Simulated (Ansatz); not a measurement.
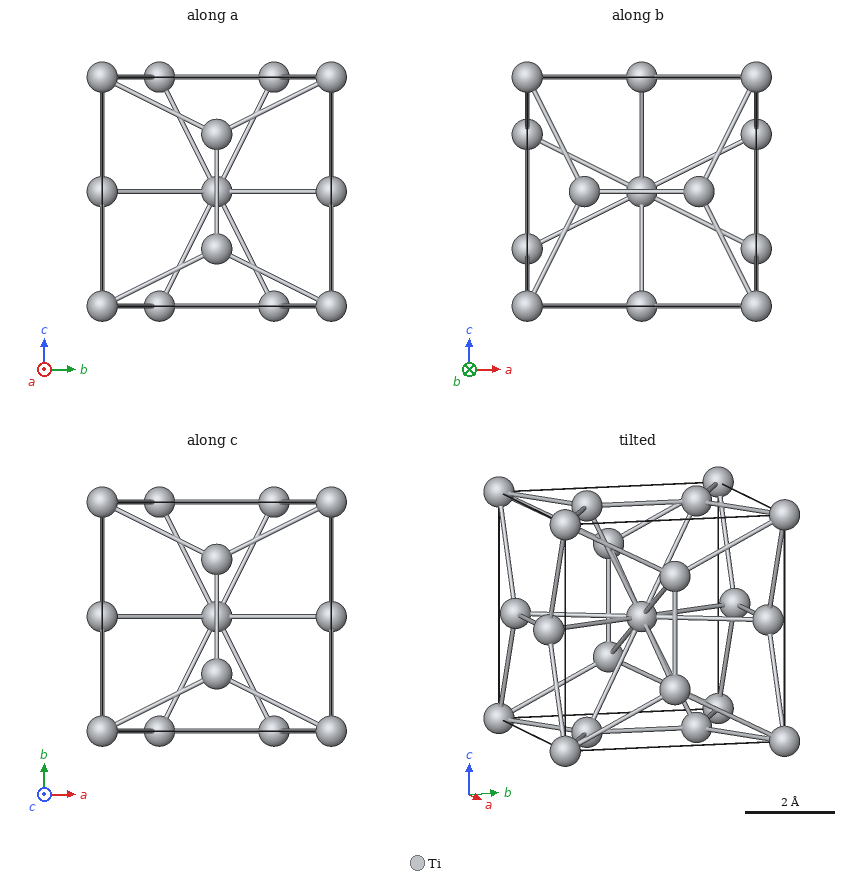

Ball-and-stick drawing of the structure, looking along the a axis, along the b axis, along the c axis and slightly off an axis. The conventional unit cell is outlined; an atom on or near a face, edge or corner is repeated at each equivalent position.

Lattice parameters: a = 5.183 Å, b = 5.183 Å, c = 5.183 Å, α = 90.00°, β = 90.00°, γ = 90.00°. Put a along x and b in the xy plane.

### Turn the picture into a POSCAR file.

```
Ti
1.0
     5.183    0.000    0.000
     0.000    5.183    0.000
     0.000    0.000    5.183
Ti
8
Direct
  0.5000 0.5000 0.5000
  0.0000 0.0000 0.0000
  0.2500 0.0000 0.5000
  0.5000 0.2500 0.0000
  0.5000 0.7500 0.0000
  0.7500 0.0000 0.5000
  0.0000 0.5000 0.7500
  0.0000 0.5000 0.2500
```

The structure comes from a textbook structure type filled with this element (whether it is the usual form wasn't checked). Relaxation method: Ansatz, DFT r2SCAN, scalar-relativistic, plane waves, PAW.
